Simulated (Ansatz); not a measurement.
**Phonon calculation of Sn (part 1 of 2)**

System: Sn (1 atom in the cell).
Method: DFT, LDA, all-electron LAPW, scalar-relativistic; harmonic phonons by finite displacements, no spin polarisation (Ansatz 0.2.0).

The structure derives from a Materials Project entry. Its volume is 0.98 times that of the source entry. It belongs to a series of runs on one base structure; here: volume scaled by 0.980. Figures and captions count atoms from 1; the log counts them from 0 in places.

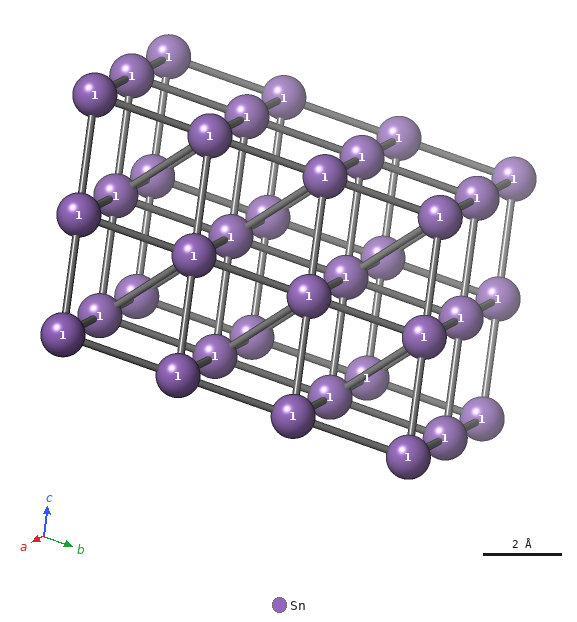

**Figure 1.** The structure (ball-and-stick view of the reduced cell, repeated 2 × 3 × 2, seen slightly off an axis; atoms are numbered from 1 in the order of the input).

Key numbers

| quantity | value |
| --- | --- |
| outcome | converged |
| space group (tolerance 0.01 Å) | I4/mmm (139) |
| electrons in bands (core shells apart) | 44 |
| free energy | −335889.7817 eV |
| Fermi energy | 14.859 eV |
| largest force (length of the vector) | under 0.001 eV/Å |
| hardware | 2 threads of Arm Neoverse V2, 24 GiB of memory available, shared host |
| wall time | 15 min (CPU time 30 min) |
| peak memory | 1.7 GiB |

Input file
```yaml
crystal:
  lattice:
    - [-1.72304255469, 1.72253953268, 2.12696000982]
    - [1.72304255469, -1.72253953268, 2.12696000982]
    - [1.72304255469, 1.72253953268, -2.12696000982]
  atoms:
    - { symbol: Sn, position: [0.0, 0.0, 0.0] }
kpoints:
  mp_grid: { grid: [14, 14, 14] }
scf:
  occupations: { method: fermi_dirac, width: 0.1 }
hamiltonian:
  xc: lda
  pseudopotentials: { kind: all_electron, lapw: { basis_error: 0.0005 } }
phonons:
  qmesh: [2, 2, 2]
  qpath:
    path:
      - [0.0, 0.0, 0.0]
      - [-0.5, -0.5, 0.5]
      - [-0.4139682476, -0.5860317524, 0.5860317524]
      - [0.4139682476, -0.4139682476, 0.4139682476]
      - [0.0, 0.0, 0.0]
      - [-0.4140640268, 0.4140640268, 0.4140640268]
      - [-0.5859359732, -0.4140640268, 0.5859359732]
      - [-0.5, -0.5, 0.5]
      - [0.0, 0.0, 0.0]
    npoints: 6
  temperatures: { t_min: 0, t_max: 1000, t_step: 100 }
```

Command:
```bash
ansatz run input.yaml --threads 2 --pin off --max-ram 6144MiB --backend cpu --events-out ev --progress --plain --runs-dir out
```

The program's output
```
LAPW: plane waves up to 7.401 Å⁻¹, error target 5.0e-4 eV per atom; small_component_spin mean_spin; Sn in spheres of 1.569 Å, 22 of its electrons in bands, Dirac shells [] (how accurate: hamiltonian.pseudopotentials.lapw.basis_error, Limitations)
Engine: ansatz 0.2.0, aarch64-unknown-linux-gnu
Pseudopotentials: kind: all_electron
Pseudopotential: Sn, LAPW, valence charge 22, lapw/all_electron/scalar/gaussian/Sn, Koelling and Harmon's equation, gaussian nucleus
Functional definition: SPW92
  exchange = slater_x
  correlation = pw_c
Crystal: 2 atoms, lattice volume = 50.503 Å³
Basis set: ecut = 208.66469959835544 eV, 335 PW (Γ), FFT grids on a1, a2, a1+a2+a3, exchange–correlation at level 2
Bands: 30, of which v1, the nominal top of the filled ones, is band 22 counted from 1 (21 counted from 0)
Symmetry: 8 space group operations
k-points: 372 of 1372
Non-local potential: Sn, projectors of the file, none
Initial density: superposition of atomic densities (chi_scale 0.1, normalization cell)
Initial wavefunctions: plane waves of lowest kinetic energy (no species holds an atomic orbital)
Functional: x = slater, c = lda
iter 1 solved again at ethr=2.44e-5 eV; its pass at ethr=1.00e-1 eV (dr2=1.07e-2 eV) is discarded
SCF iter   1: F=—  HF=-335889.816689 eV  |F-HF|=—  |Δ(HF+E_count)|=         —  Δρ=5.58e-3  dr2=1.09e-2  ethr=2.44e-5  ⟨swp⟩=3.6  Hψ=78010  notcnv=0
preconditioner: auto → Kerker (q_TF=auto, 2.666 Å⁻¹)  [metal: Δε(μ)=0.023 eV  Ē_g=23.112 eV  σ=0.100 eV  W_gap=0.06  n_scr=18 (ndim 8)  ℏωp=27.6 eV  f_vac=0.000  D(μ)=0.88/eV (n_scr^D=2)]
SCF iter   2: F=—  HF=-335889.784903 eV  |F-HF|=—  |Δ(HF+E_count)|=   3.18e-2  Δρ=3.27e-3  dr2=4.44e-3  ethr=2.44e-5  ⟨swp⟩=2.0  Hψ=31451  notcnv=0
SCF iter   3: F=—  HF=-335889.781970 eV  |F-HF|=—  |Δ(HF+E_count)|=   2.93e-3  Δρ=1.91e-3  dr2=1.74e-3  ethr=1.01e-5  ⟨swp⟩=2.0  Hψ=31450  notcnv=0
SCF iter   4: F=—  HF=-335889.781682 eV  |F-HF|=—  |Δ(HF+E_count)|=   2.88e-4  Δρ=8.59e-4  dr2=4.06e-4  ethr=3.95e-6  ⟨swp⟩=2.0  Hψ=31450  notcnv=0
iter 5 solved again at ethr=1.94e-8 eV; its pass at ethr=9.22e-7 eV (dr2=8.54e-6 eV) is discarded
SCF iter   5: F=—  HF=-335889.781721 eV  |F-HF|=—  |Δ(HF+E_count)|=   3.86e-5  Δρ=1.24e-4  dr2=8.50e-6  ethr=1.94e-8  ⟨swp⟩=2.0  Hψ=53228  notcnv=0
SCF iter   6: F=—  HF=-335889.781720 eV  |F-HF|=—  |Δ(HF+E_count)|=   1.78e-7  Δρ=4.28e-5  dr2=8.97e-7  ethr=1.93e-8  ⟨swp⟩=2.0  Hψ=31450  notcnv=0
SCF iter   7: F=—  HF=-335889.781720 eV  |F-HF|=—  |Δ(HF+E_count)|=   1.64e-8  Δρ=8.83e-6  dr2=5.38e-8  ethr=2.04e-9  ⟨swp⟩=2.0  Hψ=31450  notcnv=0
SCF iter   8: F=—  HF=-335889.781720 eV  |F-HF|=—  |Δ(HF+E_count)|=  4.66e-10  Δρ=2.52e-6  dr2=3.69e-9  ethr=1.22e-10  ⟨swp⟩=2.0  Hψ=31450  notcnv=0
SCF iter   9: F=-335889.781720 eV  HF=-335889.781720 eV  |F-HF|=0.00e0  |Δ(HF+E_count)|=  8.15e-10  Δρ=4.75e-7  dr2=1.37e-10  ethr=8.39e-12  ⟨swp⟩=2.0  Hψ=31450  notcnv=0
the search or the solves at the SCF's close seem to have found levels that the self-consistency loop had missed (the run counts 1). By its estimate they hold under 1e-12 electrons; where the run keeps them, the occupations were computed again with them
SCF 1 converged in 9 iterations: F = -335889.781720 eV  dr2 = 1.37e-10
Symmetry: 2 space group operations
k-points: 372 of 1372 (time reversal used)
Initial density: handed on by an earlier stage of this run
Initial wavefunctions: plane waves of lowest kinetic energy (no species holds an atomic orbital; no wavefunctions were taken with the density)
iter 1 solved again at ethr=1.07e-7 eV; its pass at ethr=1.00e-1 eV (dr2=4.71e-5 eV) is discarded
SCF iter   1: F=—  HF=-335889.781671 eV  |F-HF|=—  |Δ(HF+E_count)|=         —  Δρ=1.49e-4  dr2=4.57e-5  ethr=1.07e-7  ⟨swp⟩=5.5  Hψ=94476  notcnv=0
preconditioner: auto → Kerker (q_TF=auto, 2.666 Å⁻¹)  [metal: Δε(μ)=0.008 eV  Ē_g=23.379 eV  σ=0.100 eV  W_gap=0.02  n_scr=18 (ndim 8)  ℏωp=27.6 eV  f_vac=0.000  D(μ)=0.88/eV (n_scr^D=2)]
SCF iter   2: F=—  HF=-335889.781665 eV  |F-HF|=—  |Δ(HF+E_count)|=   6.03e-6  Δρ=1.06e-4  dr2=2.35e-5  ethr=1.04e-7  ⟨swp⟩=2.0  Hψ=31450  notcnv=0
SCF iter   3: F=—  HF=-335889.781660 eV  |F-HF|=—  |Δ(HF+E_count)|=   5.46e-6  Δρ=3.99e-5  dr2=3.94e-6  ethr=5.35e-8  ⟨swp⟩=2.0  Hψ=31450  notcnv=0
iter 4 solved again at ethr=1.43e-10 eV; its pass at ethr=8.95e-9 eV (dr2=6.28e-8 eV) is discarded
SCF iter   4: F=—  HF=-335889.781659 eV  |F-HF|=—  |Δ(HF+E_count)|=   1.07e-6  Δρ=9.21e-6  dr2=6.18e-8  ethr=1.43e-10  ⟨swp⟩=2.0  Hψ=53268  notcnv=0
SCF iter   5: F=—  HF=-335889.781659 eV  |F-HF|=—  |Δ(HF+E_count)|=   6.01e-8  Δρ=2.68e-6  dr2=3.40e-9  ethr=1.41e-10  ⟨swp⟩=2.0  Hψ=31450  notcnv=0
SCF iter   6: F=—  HF=-335889.781659 eV  |F-HF|=—  |Δ(HF+E_count)|=  5.82e-10  Δρ=1.31e-6  dr2=1.27e-9  ethr=7.73e-12  ⟨swp⟩=2.0  Hψ=31450  notcnv=0
SCF iter   7: F=-335889.781659 eV  HF=-335889.781659 eV  |F-HF|=4.66e-10  |Δ(HF+E_count)|=  1.16e-10  Δρ=4.92e-7  dr2=1.66e-10  ethr=2.89e-12  ⟨swp⟩=2.0  Hψ=31450  notcnv=0
SCF 2 converged in 7 iterations: F = -335889.781659 eV  dr2 = 1.66e-10
Symmetry: 1 space group operations
k-points: 688 of 1372 (time reversal used)
iter 1 solved again at ethr=7.40e-8 eV; its pass at ethr=1.00e-1 eV (dr2=3.25e-5 eV) is discarded
SCF iter   1: F=—  HF=-335889.781692 eV  |F-HF|=—  |Δ(HF+E_count)|=         —  Δρ=1.51e-4  dr2=3.08e-5  ethr=7.40e-8  ⟨swp⟩=5.8  Hψ=176333  notcnv=0
SCF iter   2: F=—  HF=-335889.781688 eV  |F-HF|=—  |Δ(HF+E_count)|=   3.93e-6  Δρ=1.07e-4  dr2=1.60e-5  ethr=7.00e-8  ⟨swp⟩=2.0  Hψ=58170  notcnv=0
SCF iter   3: F=—  HF=-335889.781684 eV  |F-HF|=—  |Δ(HF+E_count)|=   3.75e-6  Δρ=3.18e-5  dr2=2.07e-6  ethr=3.64e-8  ⟨swp⟩=2.0  Hψ=58170  notcnv=0
iter 4 solved again at ethr=3.90e-11 eV; its pass at ethr=4.71e-9 eV (dr2=1.72e-8 eV) is discarded
SCF iter   4: F=—  HF=-335889.781684 eV  |F-HF|=—  |Δ(HF+E_count)|=   5.58e-7  Δρ=7.20e-6  dr2=1.71e-8  ethr=3.90e-11  ⟨swp⟩=2.0  Hψ=98497  notcnv=0
SCF iter   5: F=—  HF=-335889.781684 eV  |F-HF|=—  |Δ(HF+E_count)|=   3.45e-8  Δρ=2.91e-6  dr2=6.65e-9  ethr=3.89e-11  ⟨swp⟩=2.0  Hψ=58170  notcnv=0
SCF iter   6: F=—  HF=-335889.781684 eV  |F-HF|=—  |Δ(HF+E_count)|=   1.28e-9  Δρ=1.24e-6  dr2=1.64e-9  ethr=1.51e-11  ⟨swp⟩=2.0  Hψ=58170  notcnv=0
SCF iter   7: F=-335889.781684 eV  HF=-335889.781684 eV  |F-HF|=0.00e0  |Δ(HF+E_count)|=   1.80e-9  Δρ=3.96e-7  dr2=1.58e-10  ethr=3.72e-12  ⟨swp⟩=2.0  Hψ=58170  notcnv=0
SCF 3 converged in 7 iterations: F = -335889.781684 eV  dr2 = 1.58e-10
Basis set: ecut = 208.66469959835544 eV, 339 PW (Γ), FFT grids on a1, a1+a2+a3, a3, exchange–correlation at level 2
iter 1 solved again at ethr=2.44e-5 eV; its pass at ethr=1.00e-1 eV (dr2=1.07e-2 eV) is discarded
SCF iter   1: F=—  HF=-335889.816689 eV  |F-HF|=—  |Δ(HF+E_count)|=         —  Δρ=5.57e-3  dr2=1.09e-2  ethr=2.44e-5  ⟨swp⟩=3.6  Hψ=77992  notcnv=0
preconditioner: auto → Kerker (q_TF=auto, 2.666 Å⁻¹)  [metal: Δε(μ)=0.023 eV  Ē_g=23.119 eV  σ=0.100 eV  W_gap=0.06  n_scr=20 (ndim 8)  ℏωp=27.6 eV  f_vac=0.000  D(μ)=0.88/eV (n_scr^D=2)]
SCF iter   2: F=—  HF=-335889.784903 eV  |F-HF|=—  |Δ(HF+E_count)|=   3.18e-2  Δρ=3.28e-3  dr2=4.44e-3  ethr=2.44e-5  ⟨swp⟩=2.0  Hψ=31432  notcnv=0
SCF iter   3: F=—  HF=-335889.781970 eV  |F-HF|=—  |Δ(HF+E_count)|=   2.93e-3  Δρ=1.91e-3  dr2=1.74e-3  ethr=1.01e-5  ⟨swp⟩=2.0  Hψ=31432  notcnv=0
SCF iter   4: F=—  HF=-335889.781682 eV  |F-HF|=—  |Δ(HF+E_count)|=   2.88e-4  Δρ=8.59e-4  dr2=4.06e-4  ethr=3.95e-6  ⟨swp⟩=2.0  Hψ=31432  notcnv=0
iter 5 solved again at ethr=1.94e-8 eV; its pass at ethr=9.22e-7 eV (dr2=8.53e-6 eV) is discarded
SCF iter   5: F=—  HF=-335889.781721 eV  |F-HF|=—  |Δ(HF+E_count)|=   3.86e-5  Δρ=1.24e-4  dr2=8.50e-6  ethr=1.94e-8  ⟨swp⟩=2.0  Hψ=53192  notcnv=0
SCF iter   6: F=—  HF=-335889.781720 eV  |F-HF|=—  |Δ(HF+E_count)|=   1.79e-7  Δρ=4.28e-5  dr2=8.97e-7  ethr=1.93e-8  ⟨swp⟩=2.0  Hψ=31432  notcnv=0
SCF iter   7: F=—  HF=-335889.781720 eV  |F-HF|=—  |Δ(HF+E_count)|=   1.63e-8  Δρ=8.83e-6  dr2=5.38e-8  ethr=2.04e-9  ⟨swp⟩=2.0  Hψ=31432  notcnv=0
SCF iter   8: F=—  HF=-335889.781720 eV  |F-HF|=—  |Δ(HF+E_count)|=  6.40e-10  Δρ=2.52e-6  dr2=3.69e-9  ethr=1.22e-10  ⟨swp⟩=2.0  Hψ=31432  notcnv=0
SCF iter   9: F=-335889.781720 eV  HF=-335889.781720 eV  |F-HF|=5.82e-10  |Δ(HF+E_count)|=  6.40e-10  Δρ=4.75e-7  dr2=1.37e-10  ethr=8.39e-12  ⟨swp⟩=2.0  Hψ=31432  notcnv=0
SCF 4 converged in 9 iterations: F = -335889.781720 eV  dr2 = 1.37e-10
iter 1 solved again at ethr=1.88e-7 eV; its pass at ethr=1.00e-1 eV (dr2=8.28e-5 eV) is discarded
SCF iter   1: F=—  HF=-335889.781669 eV  |F-HF|=—  |Δ(HF+E_count)|=         —  Δρ=1.63e-4  dr2=8.16e-5  ethr=1.88e-7  ⟨swp⟩=5.2  Hψ=92786  notcnv=0
preconditioner: auto → Kerker (q_TF=auto, 2.666 Å⁻¹)  [metal: Δε(μ)=0.007 eV  Ē_g=23.387 eV  σ=0.100 eV  W_gap=0.02  n_scr=20 (ndim 8)  ℏωp=27.6 eV  f_vac=0.000  D(μ)=0.88/eV (n_scr^D=2)]
SCF iter   2: F=—  HF=-335889.781659 eV  |F-HF|=—  |Δ(HF+E_count)|=   1.02e-5  Δρ=1.15e-4  dr2=4.07e-5  ethr=1.86e-7  ⟨swp⟩=2.0  Hψ=31432  notcnv=0
SCF iter   3: F=—  HF=-335889.781651 eV  |F-HF|=—  |Δ(HF+E_count)|=   8.33e-6  Δρ=5.15e-5  dr2=8.61e-6  ethr=9.24e-8  ⟨swp⟩=2.0  Hψ=31432  notcnv=0
iter 4 solved again at ethr=5.48e-10 eV; its pass at ethr=1.96e-8 eV (dr2=2.41e-7 eV) is discarded
SCF iter   4: F=—  HF=-335889.781649 eV  |F-HF|=—  |Δ(HF+E_count)|=   2.09e-6  Δρ=1.35e-5  dr2=2.38e-7  ethr=5.48e-10  ⟨swp⟩=2.0  Hψ=53220  notcnv=0
SCF iter   5: F=—  HF=-335889.781649 eV  |F-HF|=—  |Δ(HF+E_count)|=   1.41e-7  Δρ=3.77e-6  dr2=8.60e-9  ethr=5.40e-10  ⟨swp⟩=2.0  Hψ=31432  notcnv=0
SCF iter   6: F=—  HF=-335889.781649 eV  |F-HF|=—  |Δ(HF+E_count)|=  3.49e-10  Δρ=1.82e-6  dr2=2.80e-9  ethr=1.95e-11  ⟨swp⟩=2.0  Hψ=31432  notcnv=0
SCF iter   7: F=-335889.781649 eV  HF=-335889.781649 eV  |F-HF|=3.49e-10  |Δ(HF+E_count)|=   1.16e-9  Δρ=6.14e-7  dr2=2.97e-10  ethr=6.36e-12  ⟨swp⟩=2.0  Hψ=31432  notcnv=0
SCF 5 converged in 7 iterations: F = -335889.781649 eV  dr2 = 2.97e-10
iter 1 solved again at ethr=8.85e-8 eV; its pass at ethr=1.00e-1 eV (dr2=3.89e-5 eV) is discarded
SCF iter   1: F=—  HF=-335889.781691 eV  |F-HF|=—  |Δ(HF+E_count)|=         —  Δρ=1.41e-4  dr2=3.78e-5  ethr=8.85e-8  ⟨swp⟩=5.4  Hψ=175557  notcnv=0
preconditioner: auto → Kerker (q_TF=auto, 2.666 Å⁻¹)  [metal: Δε(μ)=0.004 eV  Ē_g=23.387 eV  σ=0.100 eV  W_gap=0.01  n_scr=20 (ndim 8)  ℏωp=27.6 eV  f_vac=0.000  D(μ)=0.88/eV (n_scr^D=2)]
SCF iter   2: F=—  HF=-335889.781686 eV  |F-HF|=—  |Δ(HF+E_count)|=   5.05e-6  Δρ=9.63e-5  dr2=1.78e-5  ethr=8.59e-8  ⟨swp⟩=2.0  Hψ=58170  notcnv=0
SCF iter   3: F=—  HF=-335889.781683 eV  |F-HF|=—  |Δ(HF+E_count)|=   3.54e-6  Δρ=3.81e-5  dr2=3.76e-6  ethr=4.05e-8  ⟨swp⟩=2.0  Hψ=58170  notcnv=0
iter 4 solved again at ethr=7.54e-11 eV; its pass at ethr=8.55e-9 eV (dr2=3.32e-8 eV) is discarded
SCF iter   4: F=—  HF=-335889.781682 eV  |F-HF|=—  |Δ(HF+E_count)|=   9.11e-7  Δρ=8.72e-6  dr2=3.30e-8  ethr=7.54e-11  ⟨swp⟩=2.0  Hψ=98453  notcnv=0
SCF iter   5: F=—  HF=-335889.781682 eV  |F-HF|=—  |Δ(HF+E_count)|=   4.44e-8  Δρ=3.42e-6  dr2=1.07e-8  ethr=7.50e-11  ⟨swp⟩=2.0  Hψ=58170  notcnv=0
SCF iter   6: F=—  HF=-335889.781682 eV  |F-HF|=—  |Δ(HF+E_count)|=  6.98e-10  Δρ=1.41e-6  dr2=2.60e-9  ethr=2.44e-11  ⟨swp⟩=2.0  Hψ=58170  notcnv=0
SCF iter   7: F=-335889.781682 eV  HF=-335889.781682 eV  |F-HF|=0.00e0  |Δ(HF+E_count)|=   2.85e-9  Δρ=3.78e-7  dr2=8.17e-11  ethr=5.90e-12  ⟨swp⟩=2.0  Hψ=58170  notcnv=0
SCF 6 converged in 7 iterations: F = -335889.781682 eV  dr2 = 8.17e-11
Basis set: ecut = 208.66469959835544 eV, 339 PW (Γ), FFT grids on a1, a2, a1−a2+a3, exchange–correlation at level 2
iter 1 solved again at ethr=2.44e-5 eV; its pass at ethr=1.00e-1 eV (dr2=1.07e-2 eV) is discarded
SCF iter   1: F=—  HF=-335889.816689 eV  |F-HF|=—  |Δ(HF+E_count)|=         —  Δρ=5.57e-3  dr2=1.09e-2  ethr=2.44e-5  ⟨swp⟩=3.5  Hψ=78027  notcnv=0
SCF iter   2: F=—  HF=-335889.784903 eV  |F-HF|=—  |Δ(HF+E_count)|=   3.18e-2  Δρ=3.28e-3  dr2=4.44e-3  ethr=2.44e-5  ⟨swp⟩=2.0  Hψ=31432  notcnv=0
SCF iter   3: F=—  HF=-335889.781970 eV  |F-HF|=—  |Δ(HF+E_count)|=   2.93e-3  Δρ=1.91e-3  dr2=1.74e-3  ethr=1.01e-5  ⟨swp⟩=2.0  Hψ=31432  notcnv=0
SCF iter   4: F=—  HF=-335889.781682 eV  |F-HF|=—  |Δ(HF+E_count)|=   2.88e-4  Δρ=8.59e-4  dr2=4.06e-4  ethr=3.95e-6  ⟨swp⟩=2.0  Hψ=31432  notcnv=0
iter 5 solved again at ethr=1.94e-8 eV; its pass at ethr=9.22e-7 eV (dr2=8.53e-6 eV) is discarded
SCF iter   5: F=—  HF=-335889.781721 eV  |F-HF|=—  |Δ(HF+E_count)|=   3.86e-5  Δρ=1.24e-4  dr2=8.50e-6  ethr=1.94e-8  ⟨swp⟩=2.0  Hψ=53194  notcnv=0
SCF iter   6: F=—  HF=-335889.781720 eV  |F-HF|=—  |Δ(HF+E_count)|=   1.79e-7  Δρ=4.28e-5  dr2=8.97e-7  ethr=1.93e-8  ⟨swp⟩=2.0  Hψ=31432  notcnv=0
SCF iter   7: F=—  HF=-335889.781720 eV  |F-HF|=—  |Δ(HF+E_count)|=   1.62e-8  Δρ=8.83e-6  dr2=5.38e-8  ethr=2.04e-9  ⟨swp⟩=2.0  Hψ=31432  notcnv=0
SCF iter   8: F=—  HF=-335889.781720 eV  |F-HF|=—  |Δ(HF+E_count)|=  2.91e-10  Δρ=2.52e-6  dr2=3.69e-9  ethr=1.22e-10  ⟨swp⟩=2.0  Hψ=31432  notcnv=0
SCF iter   9: F=-335889.781720 eV  HF=-335889.781720 eV  |F-HF|=5.82e-11  |Δ(HF+E_count)|=  9.90e-10  Δρ=4.75e-7  dr2=1.37e-10  ethr=8.40e-12  ⟨swp⟩=2.0  Hψ=31432  notcnv=0
SCF 7 converged in 9 iterations: F = -335889.781720 eV  dr2 = 1.37e-10
iter 1 solved again at ethr=1.89e-7 eV; its pass at ethr=1.00e-1 eV (dr2=8.30e-5 eV) is discarded
```
